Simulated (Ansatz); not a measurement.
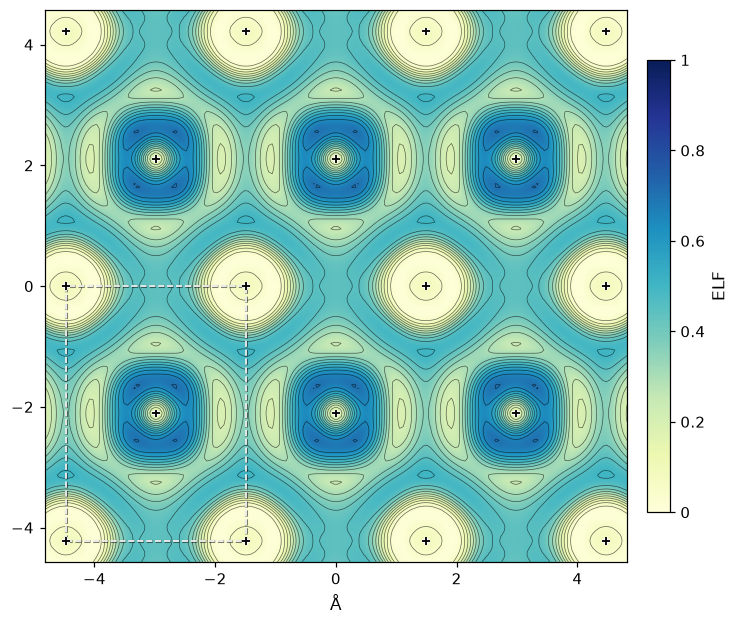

The ELF on a plane through atoms (crosses mark nuclei in the plane).

Method: DFT r2SCAN, scalar-relativistic, plane waves, PAW (Ansatz 0.2.0).

Candidates:
A. Ge, a = 4.00 Å, b = 4.00 Å, c = 6.60 Å, α = 90.00°, β = 90.00°, γ = 120.00°. Space group P6₃/mmc; a structure from a database of computed crystals, not necessarily the ambient phase.
B. NbN, a = 4.41 Å, b = 4.41 Å, c = 4.41 Å, α = 90.00°, β = 90.00°, γ = 90.00°. Space group Fm-3m.
C. AlRu, a = 2.98 Å, b = 2.98 Å, c = 2.98 Å, α = 90.00°, β = 90.00°, γ = 90.00°. Space group Pm-3m; computed without spin polarisation.

Which system is this?

Answer. Candidate C: AlRu on the (011̄) plane of the conventional cell, which holds Al and Ru. Al–Ru (2.58 Å): the ELF is about 0.35 at the midpoint.
